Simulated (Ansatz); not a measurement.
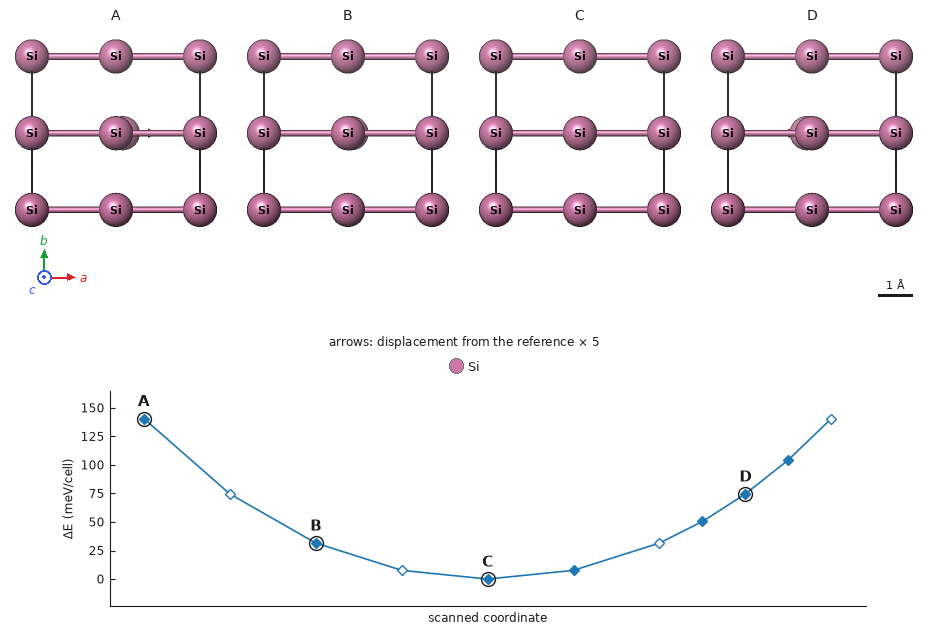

Frames of a one-coordinate scan of crystalline Si (P6/mmm). Hollow markers are points alike by symmetry, not computed again. The picture is a ball-and-stick view of the cell of the calculation, seen along the c axis. Red arrows: displacements from the reference.

All numbers below come from DFT r2SCAN, scalar-relativistic, plane waves, PAW (Ansatz). Set-up: plane-wave cutoff 500 eV; k-point mesh 12 × 12 × 12; occupations gaussian; smearing width 0.15 eV; no spin polarisation. Energies (free energies at the smearing named) are counted from the relaxed crystal.

Question: Which coordinate changes from frame to frame?

Answer: A Si atom (one in each cell of 8 atoms) is moved towards the nearest copy of atom 2 (Si) at 2.494 Å, all else fixed. In the frames the displacement is −0.20 Å (A), −0.10 Å (B), 0.00 Å (C), 0.15 Å (D). The lowest computed point lies at the displacement 0.00 Å (0.0 meV/cell). At the ends of the scan the energy is 140.7 meV/cell (−0.20 Å) and 140.7 meV/cell (0.20 Å). The curvature at zero is about 6.3 eV/Å². The well is symmetric. At the highest point the shortest interatomic distance is 2.29 Å, against 2.49 Å in the reference. The distortion takes the space group from P6/mmm to P6mm.
